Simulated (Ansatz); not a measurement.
# BiOCl (P4/nmm): band gap by G0W0 on r2SCAN, part 2 of 3

Aim: the quasiparticle gap of BiOCl (P4/nmm), starting from r2SCAN.

Ansatz 0.2.0; r2SCAN, then G0W0 on it, plane waves, PAW. Known limits of the many-body steps: finite bands, screening cutoff and k mesh; no spin-orbit coupling in G0W0.

So far. Step 2 (Bands along the symmetry lines): Over mesh and path the gap is 3.047 eV, from k = (0.000, 0.400, 0.500) to k = (0.000, 0.000, 0.500). The least direct gap found is 3.471 eV, at k = (0.000, 0.000, 0.500). On the 6×6×4 mesh alone the same run gives 3.094 eV, so that mesh misses an edge of r2SCAN: 3.094 − 3.047 = +0.047 eV.

## Step 3: The quasiparticle correction

G0W0 replaces the xc potential by a self-energy built once from the orbitals of the start. Levels are corrected in the window of bands that the input names, at points of the mesh.

This step: G0W0 on r2SCAN, plane waves, PAW.

Input file input.yaml:

```yaml
crystal:
  lattice:
    - [3.88551, 0.0, 0.0]
    - [0.0, 3.88551, 0.0]
    - [0.0, 0.0, 7.3489]
  atoms:
    - { symbol: Bi, position: [0.5, 0.0, 0.32904] }
    - { symbol: Bi, position: [0.0, 0.5, 0.67096] }
    - { symbol: Cl, position: [0.0, 0.5, 0.1472] }
    - { symbol: Cl, position: [0.5, 0.0, 0.8528] }
    - { symbol: O, position: [0.0, 0.0, 0.5] }
    - { symbol: O, position: [0.5, 0.5, 0.5] }
kpoints:
  mp_grid: { grid: [6, 6, 4] }
hamiltonian:
  xc: r2scan
  pseudopotentials: { kind: paw, source: ansatz }
scf:
  occupations: { method: fixed }
gw:
  n_empty_bands: 1117
  ecut_chi: 270.0
  qp_bands: [v2, c2]
  qp_kpoints: band_edges
  screening: { model: contour_deformation }
```

Run with:

```bash
> ansatz run input.yaml --threads 4 --pin off --max-ram 138240MiB --backend cuda --events-out ev --progress --plain --runs-dir out --devices 1 --max-vram 26GiB
```

Numbers of over 12 decimals in the logs are rounded to 6 here.

Log:

```text
GPUs: using 1 of 1 available (devices: 1).
[...]
GPU FFT provider: cuFFT
GPU libraries: cuBLAS 13.8.2, cuFFT 12.4.0, cuSOLVER 12.3.4
Crystal: 6 atoms, lattice volume = 110.948 Å³
Basis set: ecut = 1050 eV, 8579 PW (Γ), exchange–correlation on 192×192×360 points (64 copies of the dense FFT grid, shifted against one another)
Bands: 44, of which v1, the nominal top of the filled ones, is band 36 counted from 1 (35 counted from 0)
Symmetry: 16 space group operations
[...]
k-points: 30 of 144
[...]
GPU buffer pool allocated for 207360 grid points (all kernels)
[...]
SCF iter   1: F=—  HF=-35479.244805 eV  |F-HF|=—  |Δ(HF+E_count)|=         —  Δρ=6.62e-2  dr2=5.02e0  dr2_τ=7.67e-1  ethr=3.10e-3  ⟨swp⟩=4.7  Hψ=4255  notcnv=0  defer=172
[...]
SCF iter   9: F=-35478.388893 eV  HF=-35478.388893 eV  |F-HF|=2.42e-9  |Δ(HF+E_count)|=   6.30e-8  Δρ=2.32e-6  dr2=5.66e-9  dr2_τ=8.05e-10  ethr=1.39e-10  ⟨swp⟩=11.0  Hψ=5116  notcnv=0
SCF 1 converged in 9 iterations: F = -35478.388893 eV  dr2 = 5.66e-9
[...]
NSCF: frozen V_eff on 30 k-points, pencils in batches of 32, up to order 176
the band table was solved once the SCF had ended and its energy, with any forces and stress, was formed, with the checks that follow a solve (5440 applications of the Hamiltonian). They found nothing against the state; the energy, forces and stress were not computed again (output.eigenvalues in the input reference)
[...]
NSCF: frozen V_eff on 30 k-points
G₀W₀ screening: q 1/30
[... further progress lines ...]
SCF converged after 9 iterations
Free energy (F): -35478.388893 eV
[...]
Internal energy: -35478.388893 eV  (E = F + TS)
E sigma→0 (E₀):  -35478.388893 eV
Fermi energy:    8.501403 eV
[...]
--- Band table (eV; the first three rows and the last of 30) ---
  k-point 0: bands = [... 32 lower, 7.3934, 7.3934, 7.5302, 7.7894, 12.1315, 12.7959, 14.4063, 14.4063, ... 4 higher]
  k-point 1: bands = [... 32 lower, 7.5375, 7.5375, 7.7717, 7.9975, 11.8578, 12.4431, 14.4175, 14.4175, ... 4 higher]
  k-point 2: bands = [... 32 lower, 7.6601, 7.6601, 8.1036, 8.1245, 11.5989, 12.0753, 14.4300, 14.4300, ... 4 higher]
  k-point 29: bands = [... 32 lower, 7.0508, 7.0508, 7.8012, 7.8012, 13.5314, 13.5314, 15.1726, 15.1726, ... 4 higher]
--- G₀W₀: contour deformation, 7 samples at zero and on the imaginary axis and 2 off it, 144 q-points, 1117 empty bands' worth ---
  eigenvalues of the whole cell's RPA ε∞ on this k-mesh (on a slab, of 1 + 4πα/V) = 4.3597, 5.4573, 5.4573; static W/v taken at q = 0 is 0.192678
  bands read: the sum over 1153 bands ends inside a degenerate multiplet in 13 slots, whose members it reads at an even weight; the widest, k=0: bands 1153 to 1154 (counted from 1) at 1/2 each
  gw.qp_kpoints: band_edges: 29 of 30 stored k-points solved, in 2 passes; an edge of the gap read off the rows below is read off those points alone
    valence top: of the k-points left out ik 26 came nearest to being solved in a further pass, in band 35 (counted from 1, as in the quasiparticle table): it holds the edge there only if its correction is more favourable than any solved in that band by at least 0.631 eV; those differ by 0.570 eV
    conduction bottom: of the k-points left out ik 26 came nearest to being solved in a further pass, in band 38 (counted from 1, as in the quasiparticle table): it holds the edge there only if its correction is more favourable than any solved in that band by at least 1.621 eV; those differ by 0.242 eV
    ik  band        ε_KS         Σx   Σc(E_QP)       V_xc       Z   E_QP_lin       E_QP  E_QP is
     0    35      7.5302   -21.3329     3.0056   -17.4615  0.7586     6.6527     6.6644  root
     0    36      7.7894   -22.0492     2.5803   -18.7696  0.7672     7.0839     7.0902  root
     0    37     12.1315   -10.6538    -3.8238   -14.6450  0.8215    12.2990    12.2987  root
     0    38     12.7959   -10.5158    -3.8530   -14.5601  0.8163    12.9875    12.9872  root
     1    35      7.7717   -21.7349     2.8878   -18.0096  0.7612     6.9241     6.9343  root
     1    36      7.9975   -22.2895     2.6371   -18.9317  0.7659     7.2702     7.2769  root
     1    37     11.8578   -10.2251    -3.7213   -14.1054  0.8242    12.0170    12.0168  root
     1    38     12.4431   -10.0214    -3.8482   -14.0141  0.8221    12.5877    12.5875  root
     2    35      8.1036   -21.1763     2.4396   -17.7632  0.7701     7.1168     7.1302  root
     2    36      8.1245   -23.7842     3.0771   -20.1335  0.7572     7.5468     7.5509  root
     2    37     11.5989    -9.7268    -3.6303   -13.5092  0.8269    11.7512    11.7510  root
     2    38     12.0753    -9.3938    -3.9012   -13.3999  0.8285    12.1804    12.1803  root
     3    35      7.8913   -21.7150     2.7089   -18.1526  0.7638     7.0276     7.0379  root
     3    36      7.9943   -22.5152     2.5698   -19.3037  0.7673     7.3475     7.3525  root
     3    37     12.8566   -11.3382    -3.8541   -15.4345  0.8115    13.0993    13.0988  root
     3    38     13.2478   -10.5217    -3.9916   -14.7471  0.8129    13.4820    13.4816  root
     4    35      8.0121   -21.5418     2.5557   -18.0964  0.7677     7.1114     7.1225  root
     4    36      8.1322   -22.9816     2.7503   -19.5981  0.7635     7.4940     7.4990  root
     4    37     12.6223   -11.0684    -3.7463   -15.0536  0.8137    12.8616    12.8612  root
     4    38     12.9655   -10.2675    -3.9525   -14.4127  0.8171    13.1586    13.1582  root
     5    35      8.0192   -21.5031     2.5706   -18.0241  0.7675     7.0991     7.1107  root
     5    36      8.2706   -23.3194     2.7510   -19.9618  0.7631     7.6595     7.6639  root
     5    37     12.3649   -10.7178    -3.6580   -14.6035  0.8166    12.5930    12.5926  root
     5    38     12.7816   -10.1853    -3.9272   -14.2815  0.8191    12.9508    12.9506  root
     6    35      8.3220   -22.5525     2.3597   -19.5446  0.7711     7.6691     7.6739  root
     6    36      8.3748   -21.9014     2.3446   -18.7633  0.7717     7.5737     7.5814  root
     6    37     13.4964   -10.9045    -3.8447   -14.9891  0.8097    13.7368    13.7363  root
     6    38     14.0209   -10.1893    -4.0537   -14.5413  0.8121    14.3200    14.3192  root
     7    35      8.1487   -22.1338     2.5285   -18.8659  0.7680     7.4024     7.4093  root
     7    36      8.4655   -22.3492     2.2701   -19.3766  0.7728     7.7574     7.7631  root
     7    37     13.5534   -10.8085    -3.8604   -14.9010  0.8099    13.7860    13.7856  root
     7    38     13.9937   -11.5887    -4.0708   -16.0064  0.7986    14.3418    14.3406  root
     8    35      7.9590   -22.0849     2.6082   -18.7494  0.7663     7.2248     7.2317  root
     8    36      8.5014   -22.4542     2.2477   -19.5231  0.7731     7.8127     7.8180  root
     8    37     13.6963   -10.6069    -3.8693   -14.7047  0.8090    13.9253    13.9249  root
     8    38     13.7405   -11.6792    -3.9727   -15.9638  0.8018    14.0533    14.0524  root
     9    35      8.4559   -22.1479     2.2166   -19.2133  0.7742     7.7319     7.7378  root
     9    36      8.4559   -22.1479     2.2166   -19.2133  0.7742     7.7319     7.7378  root
     9    37     13.6646   -10.9649    -3.8606   -15.0706  0.8073    13.9103    13.9098  root
     9    38     13.6646   -10.9649    -3.8606   -15.0706  0.8073    13.9103    13.9098  root
[...]
27    35      7.8012   -26.2204     4.0985   -21.7183  0.7384     7.3954     7.3976  root
    27    36      7.8012   -26.2204     4.0985   -21.7183  0.7384     7.3954     7.3976  root
    27    37     13.1479   -10.6407    -3.8739   -14.7425  0.8165    13.3762    13.3758  root
    27    38     13.1479   -10.6407    -3.8739   -14.7425  0.8165    13.3762    13.3758  root
    28    35      7.8012   -26.2202     4.0983   -21.7183  0.7384     7.3954     7.3976  root
    28    36      7.8012   -26.2202     4.0983   -21.7183  0.7384     7.3954     7.3976  root
    28    37     13.3359   -11.2197    -3.8848   -15.3399  0.8123    13.5718    13.5713  root
    28    38     13.3359   -11.2197    -3.8848   -15.3399  0.8123    13.5718    13.5713  root
    29    35      7.8012   -26.2200     4.0982   -21.7183  0.7384     7.3954     7.3976  root
    29    36      7.8012   -26.2200     4.0982   -21.7183  0.7384     7.3954     7.3976  root
    29    37     13.5314   -11.8335    -3.9114   -15.9875  0.8078    13.7744    13.7739  root
    29    38     13.5314   -11.8335    -3.9114   -15.9875  0.8078    13.7744    13.7739  root
```

Elapsed: 8.6 min, on 1 × NVIDIA H100 80GB HBM3 (shared by 3 runs) with 4 threads of AMD EPYC 7R13 (Zen 3), shared host; peak memory 14 GiB.

Numbers from this step:

```yaml
bands_summed: 1153
rpa_eps_infinity_on_this_mesh_eigenvalues: 4.360, 5.457, 5.457
plane_waves_in_the_screening_matrix: 1131
q_points_in_the_mesh: 144
g0w0_gap_over_the_corrected_points: 3.933 eV
k_of_the_valence_top: 0, 0.3333, -0.5
k_of_the_conduction_bottom: 0, 0, -0.5
starting_gap_on_the_mesh: 3.098 eV
z_at_the_valence_top: 0.7731
z_at_the_conduction_bottom: 0.8269
least_direct_g0w0_gap_over_the_corrected_points: 4.200 eV
```

Over 29 of 30 irreducible mesh points the G0W0 gap is 3.933 eV, from k = (0.000, 0.333, -0.500) to k = (0.000, 0.000, -0.500). The r2SCAN gap of this run on the mesh is 3.098 eV. The two states that bound the G0W0 gap lie that far apart at the start, so the correction of the gap is 3.933 − 3.098 = +0.835 eV. The start of this run differs from the step before in files (soft_1 PAW and hard PAW) and plane-wave cutoff (500 eV and 1050 eV).

Labels follow the order of the start: v1 is the top filled band, c1 the lowest empty one; levels that stay degenerate share a row, the window can cut a multiplet, doubted levels are not marked in this list, bands outside the window were not corrected, and the list may be a part of the corrected levels. The levels before and after the correction (eV, zero at the valence-band top of each column):

```csv
,conduction bottom,valence top
Kohn-Sham,3.10,0.00
G0W0,3.93,0.00
```

```csv
,level,occupation,energy (eV)
Kohn-Sham,(0 0 -0.5) v2,2,-0.398
Kohn-Sham,(0 0 -0.5) v1,2,-0.377
Kohn-Sham,(0 0 -0.5) c1,0,3.098
Kohn-Sham,(0 0 -0.5) c2,0,3.574
Kohn-Sham,(0 0.333 -0.5) v2,2,-0.542
Kohn-Sham,(0 0.333 -0.5) v1,2,0.000
Kohn-Sham,(0 0.333 -0.5) c1,0,5.195
Kohn-Sham,(0 0.333 -0.5) c2,0,5.239
G0W0,(0 0 -0.5) v2,2,-0.688
G0W0,(0 0 -0.5) v1,2,-0.267
G0W0,(0 0 -0.5) c1,0,3.933
G0W0,(0 0 -0.5) c2,0,4.362
G0W0,(0 0.333 -0.5) v2,2,-0.586
G0W0,(0 0.333 -0.5) v1,2,0.000
G0W0,(0 0.333 -0.5) c1,0,6.107
G0W0,(0 0.333 -0.5) c2,0,6.234
```

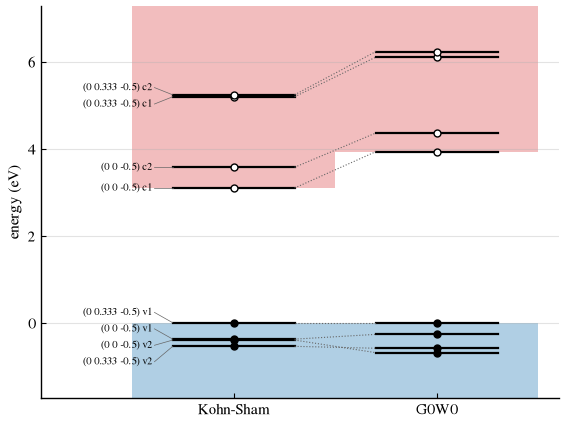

Levels before and after the correction. Shaded: valence and conduction bands. Filled marks are occupied levels, open marks empty ones.

The parts of the quasiparticle energy for the two states that bound the G0W0 gap, in eV on the run's own scale (QP = start + Σx + Σc − Vxc, with Σc at the quasiparticle energy):

```csv
edge,k,band,start,Σx,Σc,Vxc,Z,QP
valence top,"(0.000, 0.333, -0.500)",36,8.501,−22.454,2.248,−19.523,0.773,7.818
conduction bottom,"(0.000, 0.000, -0.500)",37,11.599,−9.727,−3.630,−13.509,0.827,11.751
```

(Part 2 of 3 ends here.)

[Paths, hosts, dates, memory and timing lines, banners, echoed tables and standing remarks are left out of the program output.]

[Logs are printed without paths, hosts, clocks, repeated set-up lines and the standing remarks that a program may print on its own settings, such as how far it seeks lower states.]

[Runs of the session that timed out or met a known fault of the program may be left out.]

[Cells called generated may have been cut or substituted from an entry of the Crystallography Open Database or the Materials Project.]

[Hosts, paths, dates, database ids (printed as entryN), source tags and the programs' standing remarks are cut or masked in the printed files.]

[Where an RPA ε∞ is given, it is that of the G0W0 mesh and is not shown converged in it. Names of k-points follow the symmetry that the program found, which can be lower than the space group named. Band edges on a path are those of the sampled points; other points can move an edge, and change direct to indirect where valleys lie close.]

[Hybrid gaps are those of their k-mesh and are not shown converged in it.]
